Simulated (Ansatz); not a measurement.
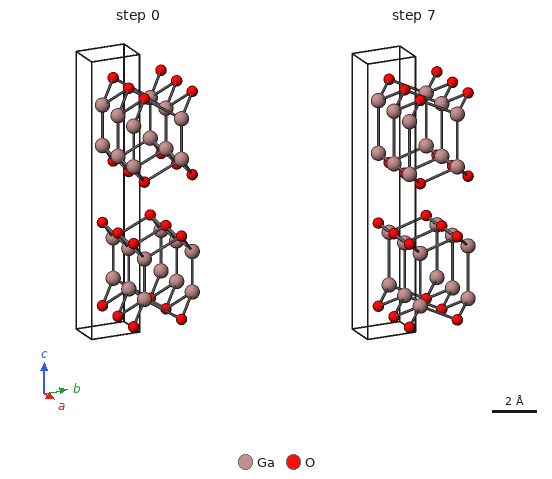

The structure of a crystal of GaO (a generated structure, set up in P6_3/mmc) (coarse preliminary run) before (left) and after (right) a relaxation, at one scale.

Style: ball-and-stick. Shown: the cell of the calculation, repeated 3 × 2 × 1 with one cell outlined, slightly off an axis.

Level of theory: DFT PBEsol, scalar-relativistic, plane waves, PAW in Ansatz.

Input file:
```yaml
crystal:
  lattice:
    - [3.074007657, 0.0, 0.0]
    - [-1.5370038285, 2.6621687224, 0.0]
    - [0.0, 0.0, 13.077261157]
  atoms:
    - { symbol: Ga, position: [0.3333333333, 0.6666666667, 0.177] }
    - { symbol: Ga, position: [0.6666666667, 0.3333333333, 0.677] }
    - { symbol: Ga, position: [0.3333333333, 0.6666666667, 0.323] }
    - { symbol: Ga, position: [0.6666666667, 0.3333333333, 0.823] }
    - { symbol: O, position: [0.3333333333, 0.6666666667, 0.6] }
    - { symbol: O, position: [0.6666666667, 0.3333333333, 0.1] }
    - { symbol: O, position: [0.3333333333, 0.6666666667, 0.9] }
    - { symbol: O, position: [0.6666666667, 0.3333333333, 0.4] }
basis:
  ecutwfc: 420
kpoints:
  mp_grid: { grid: [6, 6, 2] }
hamiltonian:
  xc: pbesol
scf:
  occupations: { method: gaussian, width: 0.1 }
output:
  forces: true
  stress: true
  eigenvalues: true
relax:
  adjacent_minimum: "off"
  f_tol: 0.05
  max_steps: 80
  cell: { stress_tol: 0.5 }
```

Command:
```bash
ansatz run input.yaml --threads 4 --pin off --max-ram 12288MiB --backend cpu --events-out ev --progress --plain --runs-dir out
```

**Summarise the run.**

The largest moves relative to the cell, 0.29 Å, are those of Ga1, Ga2, Ga3 and Ga4. Ga2 goes along −c. By element the largest moves are Ga 0.29 Å, O 0.01 Å. The volume changes by −1.1 %, with a = b 3.074 → 3.069 Å (−0.2 %), c 13.077 → 12.977 Å (−0.8 %). Near-neighbour distances that change, for instance: Ga1–Ga3 1.909 → 2.480 Å, Ga1–O6 2.041 → 1.913 Å. Among the angles between lasting bonds that change: O6–Ga1–O6 97.7° → 106.7°, Ga1–O6–Ga1 97.7° → 106.7°, Ga3–Ga1–O6 119.6° → 112.1°. The space group stays P6_3/mmc (No. 194). After 6 accepted moves (7 points after the start) the energy has fallen by 725 meV per atom. Largest force component: 13 eV/Å at the start, 0.022 eV/Å at the end. Pressure: 6.11 GPa at the start and −0.23 GPa at the end. At 1 point the geometry stayed and the basis and grid were re-selected for the new cell (energy shift of 0.5 meV per atom at most each time).

Limits of the set-up: layers or molecules are held without a dispersion correction, so their spacing is unreliable.
